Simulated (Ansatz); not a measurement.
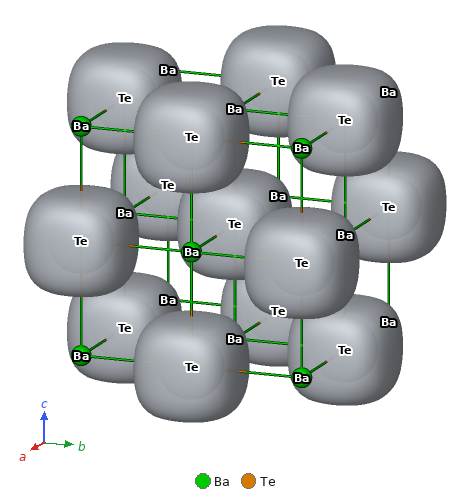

The picture shows: BaTe. Isosurface of the electron localisation function at 0.55 (grey), seen slightly off an axis. Core shells and regions of very low density are left out. Sticks mark near contacts.

Space group Fm-3m; a structure from a database of computed crystals, not necessarily the ambient phase; started from the database_225 prototype, which need not be the ambient phase.

Computed with DFT PBE, scalar-relativistic, plane waves, PAW in Ansatz.

In a PAW calculation such maps are meaningful between the atoms, not at the nuclei.

**Where are the electrons localised?**

The surface consists of four regions wrapped around Te (the valence shell of each), counted in one cell of 8 atoms. Regions shared between cells count once. Profiles from the grid: Ba–Te (3.53 Å): the ELF peaks at about 0.70 in the valence shell of Te, 1.3 Å from its nucleus, and drops to about 0.15 between the two atoms (no shared electron pair shows on this line).

**Metal or insulator at this level of theory?**

It is gapped, with a Kohn–Sham gap of 1.7 eV on the k-point mesh, an upper bound to the gap of this method.
